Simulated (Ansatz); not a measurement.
## Phonon calculation, with input and output: ZrO$_{2}$

- system: ZrO$_{2}$ (Fm-3m, 3 atoms in the cell)
- method: DFT PBE, scalar-relativistic, plane waves, PAW, no spin polarisation (Ansatz 0.2.0)

The structure derives from a Materials Project entry. It belongs to a series of runs on one base structure; here: dielectric tensors at the zone centre. Figures and captions count atoms from 1; the log counts them from 0 in places.

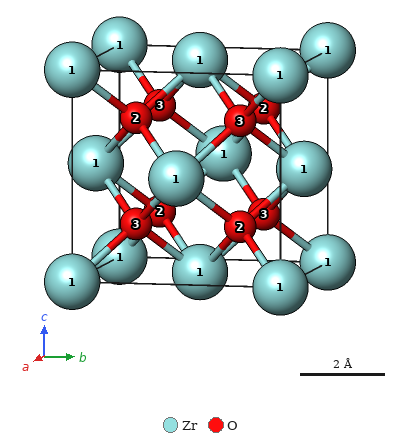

Fig. 1: The structure as given in the input (ball-and-stick view of the cell 4 times as large as that of the calculation, set on its symmetry axes, seen slightly off an axis; atoms are numbered from 1 in the order of the input). An atom can appear more than once, as a periodic image.

Summary:

| quantity | value |
| --- | --- |
| outcome | converged |
| space group (tolerance 0.01 Å) | Fm-3m (225) |
| electrons treated | 24 |
| free energy | −5323.8204 eV |
| Fermi energy | 11.907 eV |
| gap on the k-point mesh | 3.32 eV |
| ε∞ (xx, yy, zz) | 5.81, 5.81, 5.81 |
| hardware | 4 threads of Intel Xeon @ 2.50GHz (Skylake/Cascade Lake), 32 GiB of memory available, shared host |
| wall time | 7.3 s (CPU time 26 s) |
| peak memory | 0.58 GiB |

Input file:
```yaml
crystal:
  lattice:
    - [0.0, 2.5579141788, 2.5579141788]
    - [2.5579141788, 0.0, 2.5579141788]
    - [2.5579141788, 2.5579141788, 0.0]
  atoms:
    - { symbol: Zr, position: [0.0, 0.0, 0.0] }
    - { symbol: O, position: [0.25, 0.25, 0.25] }
    - { symbol: O, position: [0.75, 0.75, 0.75] }
basis:
  ecutwfc: 420
kpoints:
  mp_grid: { grid: [8, 8, 8] }
hamiltonian:
  xc: pbe
scf:
  occupations: { method: fixed }
output: {}
phonons:
  method: dfpt
  dielectric: true
  rigid_motions: translations
```

Run as:
```bash
ansatz run input.yaml --threads 4 --pin off --max-ram 10240MiB --backend cpu --events-out ev --progress --plain --runs-dir out
```

Log:
```
Engine: ansatz 0.2.0, x86_64-unknown-linux-gnu
Pseudopotentials: kind: paw
Pseudopotential: Zr, paw, valence charge 12, recommended cutoff 420 eV (normal), Zr.paw.azcp
Pseudopotential: O, paw, valence charge 6, recommended cutoff 420 eV (normal), O.paw.azcp
Functional definition: PBE
  parameter kappa = 0.804
  parameter beta = 0.06672455060314922
  exchange = pbe_x(kappa = kappa, mu = beta*pi^2/3)
  correlation = pbe_c(beta = beta)
Crystal: 3 atoms, lattice volume = 33.472 Å³
Basis set: ecut = 420 eV, 645 PW (Γ), exchange–correlation on 50×50×50 points (8 copies of the dense FFT grid, shifted against one another)
Bands: 16, of which v1, the nominal top of the filled ones, is band 12 counted from 1 (11 counted from 0)
Symmetry: 48 space group operations
k-points: 95 of 512 (irreducible under 4 space group operations, time reversal used)
Non-local potential: Zr, projectors of the file, l = 0: 3, l = 1: 2, l = 2: 2, l = 3: 2
Non-local potential: O, projectors of the file, l = 0: 2, l = 1: 2, l = 2: 1
PAW form: soft (Blöchl's): semilocal exchange-correlation on the pseudo side does not see the compensation charge
PAW one-centre angular grid: Zr, 590 points (default); XC on 64 Gauss nodes
PAW one-centre angular grid: O, 110 points (default); XC on 64 Gauss nodes
Initial density: superposition of atomic densities (neutral atoms: chi_scale 0, normalization atom), corrected by the library's trained network
Initial wavefunctions: pseudopotential atomic-orbital guess
Functional: x = pbe(κ = 0.804, μ = 0.2195149727645171), c = pbe(β = 0.06672455060314922)
SCF iter   1: F=—  HF=-5323.821054 eV  |F-HF|=—  |Δ(HF+E_count)|=         —  Δρ=2.18e-3  dr2=1.10e-3  ethr=1.77e-3  ⟨swp⟩=4.0  Hψ=6664  notcnv=0  defer=190
preconditioner: auto → none  [insulator: Δε(μ)=3.350 eV  Ē_g=17.156 eV  n_scr=14 (ndim 8)  ℏωp=30.1 eV  f_vac=0.025  ε∞_Penn≈4.1]
SCF iter   2: F=—  HF=-5323.820440 eV  |F-HF|=—  |Δ(HF+E_count)|=   6.14e-4  Δρ=1.50e-3  dr2=6.07e-4  ethr=4.58e-6  ⟨swp⟩=2.0  Hψ=3604  notcnv=0  defer=190
SCF iter   3: F=—  HF=-5323.820317 eV  |F-HF|=—  |Δ(HF+E_count)|=   1.24e-4  Δρ=5.64e-4  dr2=1.90e-5  ethr=2.53e-6  ⟨swp⟩=2.0  Hψ=2279  notcnv=0  defer=190
SCF iter   4: F=—  HF=-5323.820358 eV  |F-HF|=—  |Δ(HF+E_count)|=   4.20e-5  Δρ=1.50e-4  dr2=1.43e-6  ethr=7.91e-8  ⟨swp⟩=2.0  Hψ=2395  notcnv=0  defer=72
SCF iter   5: F=—  HF=-5323.820364 eV  |F-HF|=—  |Δ(HF+E_count)|=   6.02e-6  Δρ=1.29e-5  dr2=1.20e-8  ethr=5.96e-9  ⟨swp⟩=2.0  Hψ=2659  notcnv=0  defer=7
SCF iter   6: F=—  HF=-5323.820365 eV  |F-HF|=—  |Δ(HF+E_count)|=   5.07e-8  Δρ=1.68e-6  dr2=5.08e-10  ethr=4.98e-11  ⟨swp⟩=2.0  Hψ=2563  notcnv=0  defer=8
SCF iter   7: F=-5323.820365 eV  HF=-5323.820365 eV  |F-HF|=1.73e-11  |Δ(HF+E_count)|=  6.00e-11  Δρ=4.03e-7  dr2=2.12e-11  ethr=1.00e-12  ⟨swp⟩=7.8  Hψ=8408  notcnv=0
SCF 1 converged in 7 iterations: F = -5323.820365 eV  dr2 = 2.12e-11
  greatest PAW one-centre occupation: 0.995 electrons in one spin orbital (limit 2), on the Zr atom at site 0 (counted from 0), in its partial waves of l = 0
DFPT response loops at Γ: preconditioner auto → none (the input reference at scf.mixing.eps_inf says where Resta's filter doesn't serve); β = 0.50; Broyden in place of MSR1
SCF converged after 7 iterations
Free energy (F): -5323.820365 eV
Harris-Foulkes:  -5323.820365 eV  (|F-HF|=1.73e-11)
Internal energy: -5323.820365 eV  (E = F + TS)
E sigma→0 (E₀):  -5323.820365 eV
Fermi energy:    11.906801 eV
--- Per-component energies (eV) ---
  E_band       = -66.652345
  E_kinetic    = 686.590908
  E_local      = -1151.672857  (includes V_loc(G=0)·N_el)
  E_nonlocal   = 171.103079
  E_hartree    = 379.851736
  E_xc         = -311.769048
  E_vxc        = -382.579652  (∫ρ·V_xc dr)
  E_paw        = -3268.712391  (= ΣΔE_a)
  E_vpaw       = -149.802193  (= ΣTr[D̂ρ^β])
  E_aug_tail   = 0.004986  (compensation charges beyond the density's cutoff)
  E_ewald      = -1829.216777
  E_smearing   = -0.000000  (= −TS)
  E_closure    = -0.000000  (closes the sum)
  Σ components = -5323.820365   (vs F -5323.820365, Δ=0.00e0)
--- Band table (eV; the first three rows and the last of 95) ---
  k-point 0: bands = ["-36.2470", "-14.0640", "-14.0640", "-14.0640", "-6.2184", "-3.7137", "6.7631", "6.7631", "6.7631", "11.3792", "11.3792", "11.3792", "15.2240", "15.2240", "18.3740", "21.0878"]
  k-point 1: bands = ["-36.2407", "-14.1674", "-14.0737", "-14.0737", "-6.0106", "-3.8641", "6.9105", "6.9105", "7.1696", "11.0130", "11.1067", "11.1067", "15.4995", "15.4995", "18.8435", "20.5885"]
  k-point 2: bands = ["-36.2255", "-14.4016", "-14.0970", "-14.0970", "-5.5587", "-4.1391", "7.2734", "7.2734", "8.1325", "10.2835", "10.6251", "10.6251", "15.8959", "15.8959", "18.6217", "20.4555"]
  k-point 94: bands = ["-36.1894", "-14.5007", "-14.5007", "-14.2309", "-4.5213", "-4.5213", "7.2302", "7.3096", "9.5558", "9.5558", "10.5482", "11.7096", "16.2832", "16.4115", "18.0637", "18.0637"]
--- Phonons (Γ-DFPT): 2 representative perturbations + reference, on 95 of 512 k-points (Σ response iterations 6) ---
  k mesh reduced under 4 symmetry operations, with k and −k counted as one. Each operation leaves every solved perturbation unchanged. A smaller set is not considered because the run solves the response to a homogeneous field
  ASR residual: 2.230e-4 → 0.000e0 eV/Å²; symmetrization residual: 1.231e-6 eV/Å²
  ASR residual per site (eV/Å²): 1.89e-4 2.23e-4 2.23e-4
  Γ frequencies (cm⁻¹): 0.00 0.00 0.00 219.59 219.59 219.59 548.73 548.73 548.73
  ε∞ (high-frequency dielectric tensor):
        5.814471    -0.000000     0.000000
        0.000000     5.814471     0.000000
       -0.000000    -0.000000     5.814471
  ε⁰ (static dielectric tensor: ions relaxed, cell fixed):
       48.320557     0.000000    -0.000000
        0.000000    48.320557     0.000000
       -0.000000     0.000000    48.320557
  ε⁰ − ε∞ (ionic part):
       42.506087     0.000000    -0.000000
        0.000000    42.506087     0.000000
       -0.000000     0.000000    42.506087
  softest optical mode at Γ: 219.59 cm⁻¹; the repairs (sum rule, projections) moved no ω² at Γ by more than (1.99 cm⁻¹)²
  Born effective charges Z* (e; rows j = field, columns β = displacement):
    site 0:
         5.74700   -0.00000   -0.00000
         0.00000    5.74700   -0.00000
        -0.00000    0.00000    5.74700
    site 1:
        -2.87350   -0.00000    0.00000
         0.00000   -2.87350    0.00000
        -0.00000   -0.00000   -2.87350
    site 2:
        -2.87350    0.00000   -0.00000
        -0.00000   -2.87350   -0.00000
         0.00000   -0.00000   -2.87350
  Z* charge neutrality: 1.639e-5 e pre-enforcement
  k-mesh period / interband length: 28.9 Å / 1.34 Å = 21.67 at k = (0.0000, 0.0000, 0.0000), direct gap 3.845 eV — 14 or more, which is no proof of convergence
  optical modes at Γ without the LO–TO term, one row a degenerate level:
      ω (cm⁻¹)  modes    IR ((D/Å)²/amu)
        219.59      3            96.4993
        548.73      3             0.0000
  optical modes at Γ + LO–TO along q̂ = [1.0000, 0.0000, 0.0000]:
      ω (cm⁻¹)  modes    IR ((D/Å)²/amu)
        219.59      2            64.3328
        548.73      3             0.0000
        633.03      1            32.1664
  optical modes at Γ + LO–TO along q̂ = [0.0000, 1.0000, 0.0000]:
      ω (cm⁻¹)  modes    IR ((D/Å)²/amu)
        219.59      2            64.3328
        548.73      3             0.0000
        633.03      1            32.1664
  optical modes at Γ + LO–TO along q̂ = [0.0000, 0.0000, 1.0000]:
      ω (cm⁻¹)  modes    IR ((D/Å)²/amu)
        219.59      2            64.3328
        548.73      3             0.0000
        633.03      1            32.1664
```

File optical_modes.tsv:
```
# format = ansatz-optical-modes/1
# cell_volume_ang3 = 3.3472480980937924e1
# eps_inf = 5.814470605204326e0 -8.217301096052206e-33 8.217301096052206e-33 8.345696425678021e-33 5.814470605204326e0 6.419766481290786e-35 -8.217301096052206e-33 -8.209276387950593e-33 5.814470605204326e0
# One row of degenerate optical modes each, rigid motions of the cell and of its bodies left out; wavenumber_inv_cm is that of the modes' mean omega^2, negative where that is. nan stands for what is not given.
# A row whose q is 0 0 0 is without the LO-TO term; the others hold that term of the approach to the zone centre along q, a Cartesian unit vector.
# oscillator_strength: the sum of Re conj(p) p^T over the row's modes, p that of Z* e/sqrt(mass) over the atoms, about the cell's centre of mass, e the mode's unit eigenvector; ir_intensity: its trace, 23.0708 in its unit to 1 in that of the other. The rows at q 0 0 0 hold the undamped dielectric function at nu cm^-1, of a cell of V A^3: eps_inf + (4.92064e7/V) sum oscillator_strength/(nu_row |nu_row| - nu^2). That is of the vibrations: a cell of net charge Q e and mass M amu holds -(4.92064e7/V) Q^2/(M nu^2) besides, of its free fall, and where the turns of a body are left out the sum lacks their strength.
# q_x	q_y	q_z	wavenumber_inv_cm	degeneracy	ir_intensity[(D/angstrom)^2/amu]	oscillator_strength_xx[e^2/amu]	oscillator_strength_xy[e^2/amu]	oscillator_strength_xz[e^2/amu]	oscillator_strength_yy[e^2/amu]	oscillator_strength_yz[e^2/amu]	oscillator_strength_zz[e^2/amu]
0e0	0e0	0e0	2.195895594538595e2	3	9.649927109742282e1	1.3942497808105017e0	1.1608517453489009e-16	-7.249328154296778e-17	1.3942497808105017e0	-4.440892098500626e-16	1.3942497808105032e0
0e0	0e0	0e0	5.487330606820282e2	3	1.957488811631232e-29	5.3779549494781e-32	2.481918308769661e-32	-3.616227479027035e-32	2.8943243049911856e-31	-3.817513953996995e-31	5.052591997937199e-31
1e0	0e0	0e0	2.1958955945385932e2	2	6.433284739828186e1	3.398522422055996e-34	-1.9137910997896462e-17	-1.0372043040775923e-17	1.3942497808105014e0	-3.3306690738754696e-16	1.3942497808105012e0
1e0	0e0	0e0	5.487330606820282e2	3	2.288838341849496e-29	7.226226633888678e-31	1.0992534632962217e-32	-1.4223615617553444e-32	4.4911928870552883e-32	-8.982385774110577e-32	2.245596443527644e-31
1e0	0e0	0e0	6.330274827655228e2	1	3.216642369914093e1	1.3942497808105017e0	-1.5143459428886686e-32	2.211514197784109e-32	1.644786799543385e-64	-2.4020068707546962e-64	3.5078327530075616e-64
0e0	1e0	0e0	2.1958955945385955e2	2	6.433284739828186e1	1.3942497808105017e0	-3.96828505876991e-33	4.533776755483591e-17	1.1048412724761183e-31	-3.924824457195791e-16	1.3942497808105017e0
0e0	1e0	0e0	5.487330606820282e2	3	5.623728889567158e-29	4.7968145484280333e-32	-6.511524841848572e-32	2.879829450521453e-32	2.0639409465030426e-30	-8.05295835720608e-31	3.2568945641024195e-31
0e0	1e0	0e0	6.330274827655228e2	1	3.216642369914093e1	1.4742789958779095e-33	-4.533776755483558e-17	-1.6473564038216347e-32	1.3942497808105017e0	5.066033086360288e-16	1.840752753583208e-31
0e0	0e0	1e0	2.1958955945385935e2	2	6.433284739828186e1	1.3942497808105017e0	3.205864288188391e-17	-1.3960625082564387e-32	1.3942497808105017e0	-1.969232636158101e-17	2.7813360480185313e-34
0e0	0e0	1e0	5.487330606820282e2	3	1.8523432101805247e-29	4.638620786643081e-32	-5.03350334244823e-33	-2.4632452159806035e-32	3.4370910756074046e-32	1.5715795361828397e-31	7.2213882620986765e-31
0e0	0e0	1e0	6.330274827655228e2	1	3.216642369914093e1	7.371394979389632e-34	-1.552021580794491e-50	3.205864288188386e-17	3.267727470833861e-67	-6.749835783156925e-34	1.3942497808105017e0
```

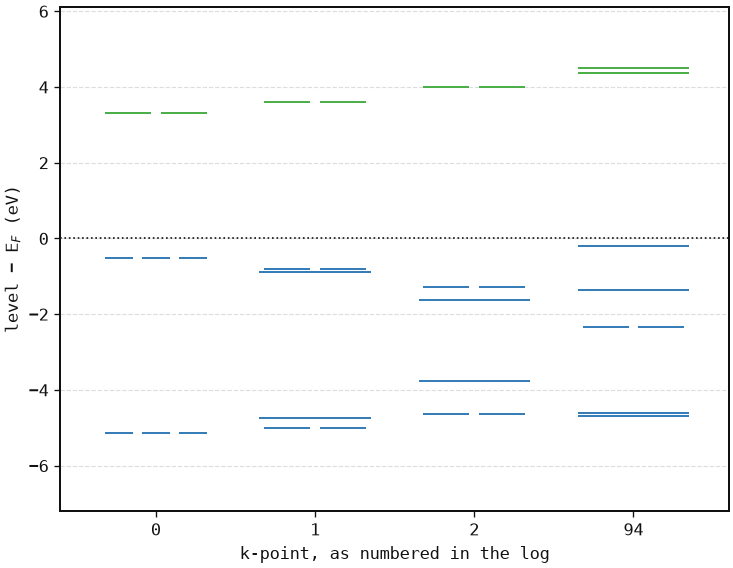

Fig. 2: Kohn–Sham levels near the Fermi level (dotted) at the few k-points that the log prints; levels within 0.02 eV of each other stand side by side. Among these points the highest filled and lowest empty levels are 3.51 eV apart; the gap on the full mesh, 3.32 eV, has an edge at a point that isn't printed.
